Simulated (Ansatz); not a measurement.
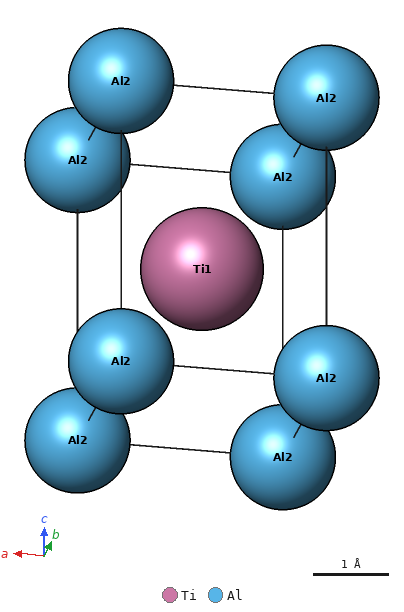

The starting point is solid TiAl (set up in P4/mmm). Style: spheres-only. Shown: the cell of the calculation, from a free direction.

Computed with DFT r2SCAN, scalar-relativistic, plane waves, PAW (Ansatz). Settings: plane-wave cutoff 500 eV; occupations gaussian; smearing width 0.1 eV; no spin polarisation. The k-mesh is chosen for each cell (14×14×10, 16×16×12).

Change: The crystal is put under a hydrostatic pressure of 40 GPa. Cell and atoms are relaxed at that pressure.

> Predict the response.

It costs 331 meV per atom. (The two runs use different k-meshes.) Pressure: 0.0 GPa before, 40.0 GPa after. It is metallic before and after. Cell: a = b 2.810 → 2.613 Å (−7.0 %), c 4.066 → 3.776 Å (−7.1 %). Volume −19.6 %. The atoms keep their places relative to the cell (all moves are under 0.005 Å). Near-neighbour distances before and after: Al–Ti 2.843 → 2.642 Å, Ti–Ti 2.810 → 2.613 Å, Al–Al 2.810 → 2.613 Å. The space group stays P4/mmm (No. 123).

The changed structure in the same view:

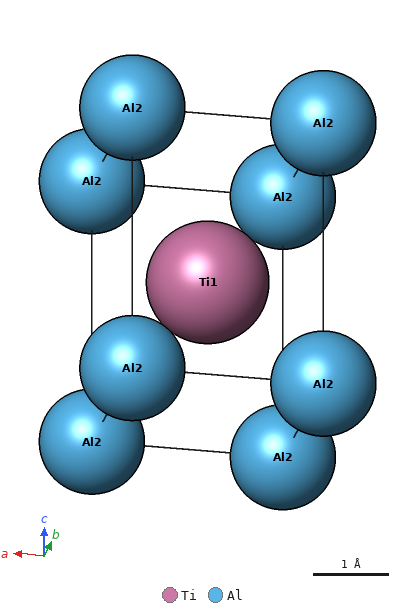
